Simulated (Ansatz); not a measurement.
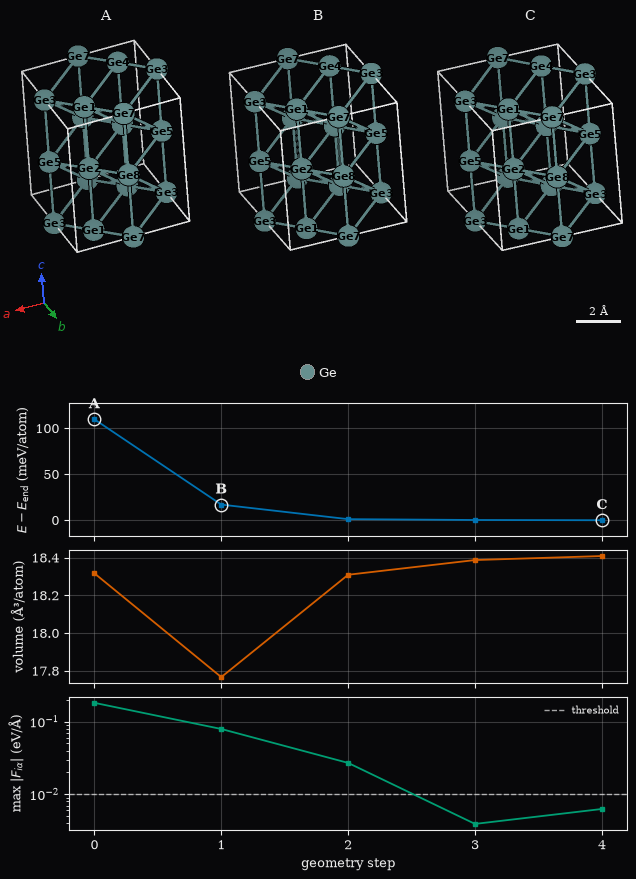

Frames of a relaxation of solid Ge (set up in P1), marked on the history of the run. The picture is a ball-and-stick view of the reduced cell, seen from a free direction. Lengths and directions refer to the drawn axes.

Case: cell sheared at random, sigma 0.03, atoms nudged by 0.01 Å; relaxed back.

Computed with Ansatz 0.2.0, DFT PBEsol, scalar-relativistic, plane waves, PAW. Settings: plane-wave cutoff 420 eV; k-point mesh 8 × 8 × 8; occupations gaussian; smearing width 0.15 eV; no spin polarisation; cell and atoms relaxed; force threshold 0.01 eV/Å; at most 80 steps.

Question: Describe the path.

Answer: The run was cut off at its time limit before the relaxation converged, so the last structure is only a point on the way. Over 4 geometry steps the energy falls by 110 meV per atom. The largest force component goes from 0.18 to 0.0063 eV/Å. The pressure goes from 2.75 to −0.06 GPa. The largest move relative to the cell is that of a Ge atom, 0.021 Å roughly along [−1 −3 1]. Cell: a 5.633 → 5.972 Å (+6.0 %), b 5.714 → 5.975 Å (+4.6 %), c 5.936 → 5.716 Å (−3.7 %), α 101.6° → 103.2°, β 106.1° → 103.2°, γ 119.3° → 124.2°. Volume +0.5 %. Near-neighbour distances that change, for instance: Ge–Ge 2.434 → 2.640 Å, Ge–Ge 2.457 → 2.639 Å, Ge–Ge 3.022 → 2.869 Å, Ge–Ge 3.002 → 2.864 Å. The space group stays P1 (No. 1). From step 0 to 1: volume −3.0 %, energy −92.8 meV per atom. From step 1 to 4: a Ge atom moves most (0.02 Å), volume +3.6 %, energy −17.0 meV per atom.
